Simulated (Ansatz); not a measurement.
Geometry relaxation, with input and output: RbCl (part 2 of 2)

Continued. System: RbCl (Fm-3m, 2 atoms in the cell). Method: DFT PBE, scalar-relativistic, plane waves, PAW, no spin polarisation (Ansatz 0.2.0); cutoff 420 eV, 6×6×6 k-mesh, Gaussian smearing of 0.02 eV. The structure derives from an entry of the Crystallography Open Database.

Geometry of the input (Å; fractional positions):
```
0.0000  3.2740  3.2740
3.2740  0.0000  3.2740
3.2740  3.2740  0.0000
Rb 0.0000  0.0000  0.0000
Cl 0.5000  0.5000  0.5000
```

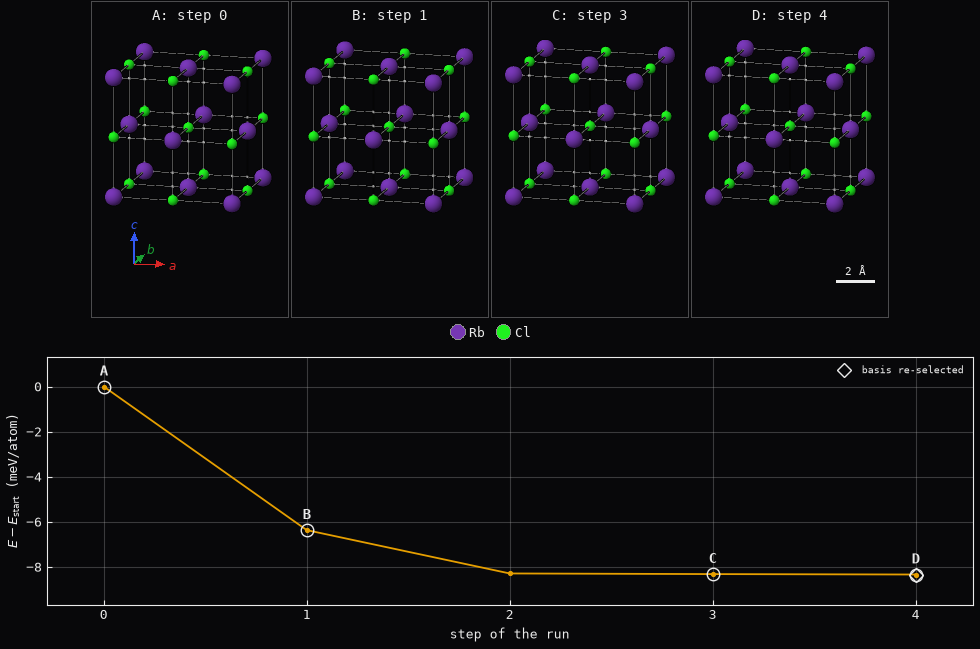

Frames of the relaxation (ball-and-stick view of the cell 4 times as large as that of the calculation, set on its symmetry axes, seen slightly off an axis) above the curves, on which the letters mark them (the first geometry is step 0 here and step 1 in the log).

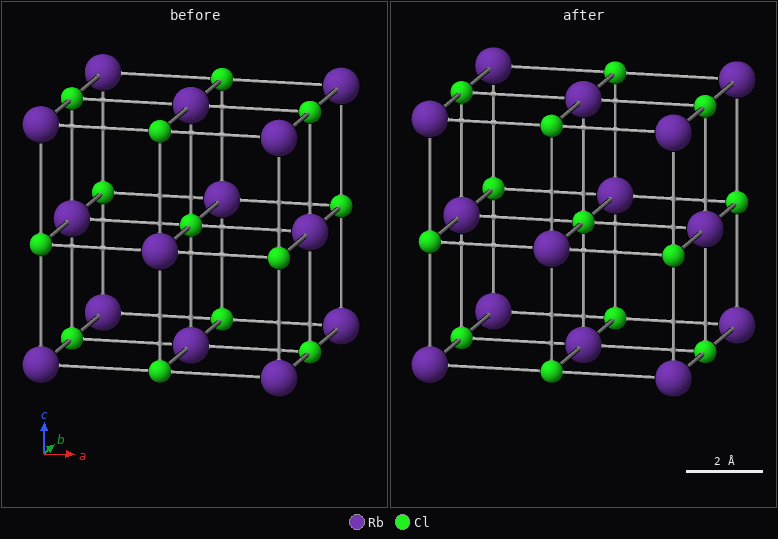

Before (left) and after (right) the relaxation, at one scale (ball-and-stick view of the cell 4 times as large as that of the calculation, set on its symmetry axes, seen slightly off an axis). Over 3 geometry steps the energy falls by 8.3 meV per atom. All forces vanish by symmetry, so only the cell relaxes. Pressure: 1.15 GPa at the start and 0.01 GPa at the end. The atoms keep their places relative to the cell (all moves are under 0.005 Å). The drawn cell changes as follows: a = b = c 6.548 → 6.698 Å (+2.3 %); the volume changes by +7.0 %. Among the contacts that change: Rb1–Cl2 3.274 → 3.349 Å. The space group stays Fm-3m (No. 225). A last SCF at the same geometry on a re-selected plane-wave basis shifts the energy by next to nothing (0.0 meV per atom). (Atoms are counted from 1 in the order of the input.)

```
basis re-selected at this cell: Δ(F+E_penalty+E_count) = -3.737e-5 eV, ΔP = +0.001 GPa vs the last step (what re-selecting the basis moved, of the pressure what is left beyond the Pulay correction that the steps carried, after the strain that the cell walked since its last selection, with what the two solves' SCF thresholds leave and, on support functions, any second-order correction that the steps lacked; it is no measure of the basis error at this ecutwfc). This SCF's stress stands 5.21e-3 GPa from its target on what of the cell is left free (relax.cell.stress_tol is 5.00e-2 GPa) and its largest allowed force component is 3.91e-30 eV/Å (relax.f_tol is 5.00e-3 eV/Å): within both
SCF converged after 5 iterations
Free energy (F): -4350.765099 eV
Harris-Foulkes:  -4350.765099 eV  (|F-HF|=3.64e-12)
Internal energy: -4350.765099 eV  (E = F + TS)
E sigma→0 (E₀):  -4350.765099 eV
Fermi energy:    3.081795 eV
--- Per-component energies (eV) ---
  E_band       = -112.059817
  E_kinetic    = 354.429505
  E_local      = -830.921892  (includes V_loc(G=0)·N_el)
  E_nonlocal   = 201.512466
  E_hartree    = 228.466772
  E_xc         = -238.685787
  E_vxc        = -260.148408  (∫ρ·V_xc dr)
  E_paw        = -3277.314866  (= ΣΔE_a)
  E_vpaw       = -33.865133  (= ΣTr[D̂ρ^β])
  E_aug_tail   = 0.000089  (compensation charges beyond the density's cutoff)
  E_ewald      = -788.251386
  E_smearing   = -0.000000  (= −TS)
  E_closure    = 0.000000  (closes the sum)
  Σ components = -4350.765099   (vs F -4350.765099, Δ=0.00e0)
--- Forces (eV/Å), atoms counted from 1 ---
  atom   1  Rb    -0.00000000     0.00000000     0.00000000
  atom   2  Cl     0.00000000    -0.00000000    -0.00000000
  max |Σ_I F_I| component: 7.43e-30 eV/Å
--- Stress (GPa, compression-positive) ---
        0.005213      -0.000000      -0.000000
       -0.000000       0.005213      -0.000000
       -0.000000      -0.000000       0.005213
  P = ⅓ Tr σ = 0.0052 GPa (0.052 kbar)
--- Band table (eV; the first three rows and the last of 16) ---
  k-point 0: bands = ["-23.3885", "-11.2876", "-7.4343", "-7.4343", "-7.4343", "0.6640", "0.6640", "0.6640", "5.4995", "8.6089", "8.6089", "8.6089"]
  k-point 1: bands = ["-23.3855", "-11.2995", "-7.4372", "-7.4372", "-7.4304", "0.4320", "0.5869", "0.5869", "6.0873", "8.4314", "8.9338", "8.9338"]
  k-point 2: bands = ["-23.3795", "-11.3232", "-7.4428", "-7.4428", "-7.4229", "0.0464", "0.4403", "0.4403", "7.3815", "8.3791", "9.8272", "9.8272"]
  k-point 15: bands = ["-23.3730", "-11.2641", "-7.6124", "-7.5487", "-7.4501", "0.3405", "0.3804", "0.4871", "7.5437", "9.0598", "9.2072", "10.2551"]
--- Relaxed structure (4 steps of the walk, 4 accepted, 1 SCFs on fresh bases) ---
  F+E_penalty+E_count = -4350.76509947 eV   max|allowed force component| = 3.911e-30 eV/Å   (the final SCF, on the basis selected at the relaxed cell)
  cell:  # Å, volume = 75.1319 Å³
    - [-3.3119918213821335e-34, 3.34912610137765, 3.34912610137765]
    - [3.34912610137765, -2.731076321042789e-34, 3.34912610137765]
    - [3.34912610137765, 3.34912610137765, -2.731076321042791e-34]
  atoms:
    - { symbol: Rb, position: [3.284394885819965e-34, -2.89222833228969e-34, -1.2255204797860736e-34] }
    - { symbol: Cl, position: [0.5, 0.5, 0.5] }
```

Trajectory as extended XYZ (Å, eV, eV/Å), 5 frames, from step=1 to step=5:
```
2
Lattice="0.0000 3.2740 3.2740 3.2740 0.0000 3.2740 3.2740 3.2740 0.0000" Properties=species:S:1:pos:R:3:forces:R:3 step=1 energy=-4350.74843 pressure_GPa=1.15
Rb    0.0000    0.0000    0.0000    0.0000   0.0000   0.0000
Cl    3.2740    3.2740    3.2740    0.0000   0.0000   0.0000
2
Lattice="0.0000 3.3120 3.3120 3.3120 0.0000 3.3120 3.3120 3.3120 0.0000" Properties=species:S:1:pos:R:3:forces:R:3 step=2 energy=-4350.76116 pressure_GPa=0.52
Rb    0.0000    0.0000    0.0000    0.0000   0.0000   0.0000
Cl    3.3120    3.3120    3.3120    0.0000   0.0000   0.0000
2
Lattice="0.0000 3.3448 3.3448 3.3448 0.0000 3.3448 3.3448 3.3448 0.0000" Properties=species:S:1:pos:R:3:forces:R:3 step=3 energy=-4350.76501 pressure_GPa=0.06
Rb    0.0000    0.0000    0.0000    0.0000   0.0000   0.0000
Cl    3.3448    3.3448    3.3448    0.0000   0.0000   0.0000
2
Lattice="0.0000 3.3491 3.3491 3.3491 0.0000 3.3491 3.3491 3.3491 0.0000" Properties=species:S:1:pos:R:3:forces:R:3 step=4 energy=-4350.76506 pressure_GPa=0.00
Rb    0.0000    0.0000    0.0000    0.0000   0.0000   0.0000
Cl    3.3491    3.3491    3.3491    0.0000   0.0000   0.0000
2
Lattice="0.0000 3.3491 3.3491 3.3491 0.0000 3.3491 3.3491 3.3491 0.0000" Properties=species:S:1:pos:R:3:forces:R:3 step=5 energy=-4350.76510 pressure_GPa=0.01
Rb    0.0000    0.0000    0.0000    0.0000   0.0000   0.0000
Cl    3.3491    3.3491    3.3491    0.0000   0.0000   0.0000
```

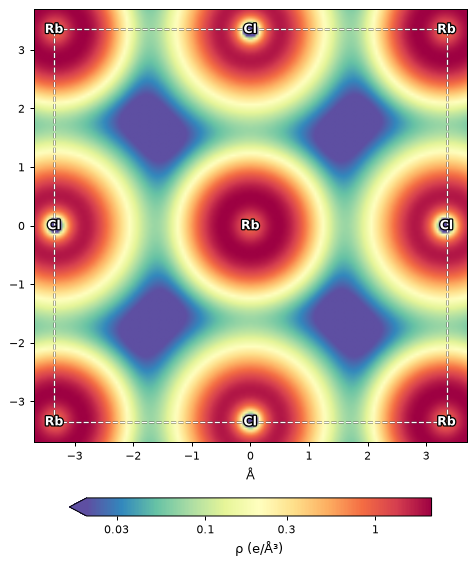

Valence electron density on the (001) plane of the conventional cell. Atoms in the plane: Rb and Cl. Rb–Cl (3.35 Å): ρ is about 0.07 e/Å³ halfway. Away from the nuclei the density in this plane falls to 0.01 e/Å³ at its lowest. Core electrons are frozen (PAW), so the fields are smoothed inside the atomic spheres.

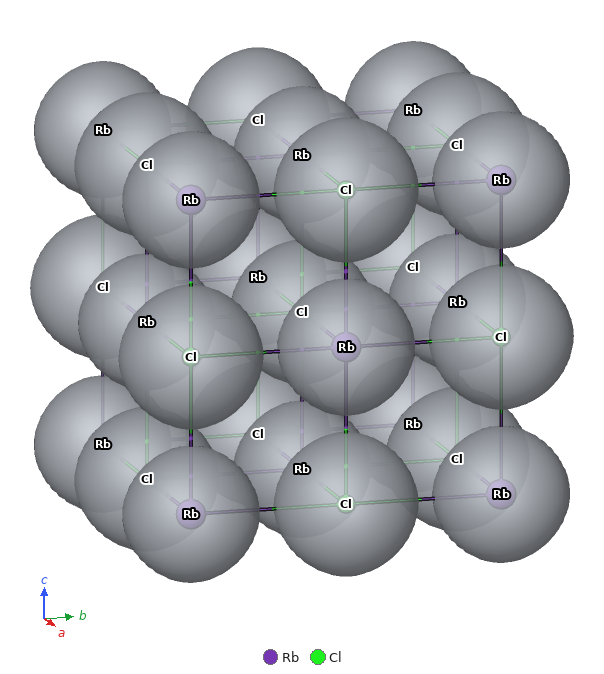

Isosurface of the valence electron density at 0.1 e/Å³ (grey), seen slightly off an axis. Sticks mark near contacts. The outline is the cell set on symmetry axes. At this value the density breaks into separate islands; it holds about 90 % of the electrons treated as valence (semicore included). It is pinched off along the Rb–Cl (3.35 Å) contacts. On the grid the lowest density along these lines, outside the cores, is 0.07 e/Å³ (Rb–Cl, 3.35 Å).

Results in brief:

- outcome: converged
- space group (tolerance 0.01 Å): Fm-3m (225)
- electrons treated: 16
- free energy: −4350.7651 eV
- Fermi energy: 3.082 eV
- gap on the k-point mesh: 4.84 eV
- pressure: 0.01 GPa
- final volume: 75.13 Å³
- largest force (length of the vector) at the end: under 0.001 eV/Å
- final cell: a = 4.736 Å, b = 4.736 Å, c = 4.736 Å, α = 60.00°, β = 60.00°, γ = 60.00°
- wall time: 2.7 s (CPU time 4.8 s)
- peak memory: 0.41 GiB
